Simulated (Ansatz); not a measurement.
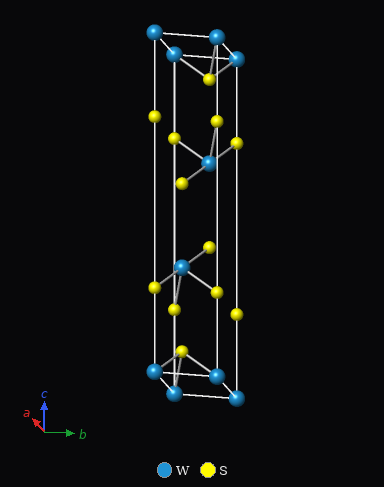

Drawn in the ball-and-stick manner and seen from a general direction. Thin lines show the conventional unit cell, with boundary atoms drawn in all their periodic places.

WS2, space group R-3m (No. 166), a = 3.20 Å, b = 3.20 Å, c = 18.26 Å, α = 90.00°, β = 90.00°, γ = 120.00°.

All computed values are from DFT, r2SCAN, plane waves, PAW in Ansatz 0.2.0. Settings: 500 eV cutoff, k-points about 0.23 Å⁻¹ apart, Fermi-Dirac smearing of 0.02 eV, no spin polarisation.

Metal or not?

A metal: bands cross the Fermi level.

State the hydrostatic pressure.

The computed pressure is 1.3 GPa (compressed: it would expand).

Provenance: a structure type filled with these elements by a generator (whether the compound takes this form wasn't checked). Earlier steps of the study, as a rule a relaxation of our own, may have changed the cell and positions, so they can lie some per cent off the listed ones. It went into a calculation with Ansatz.
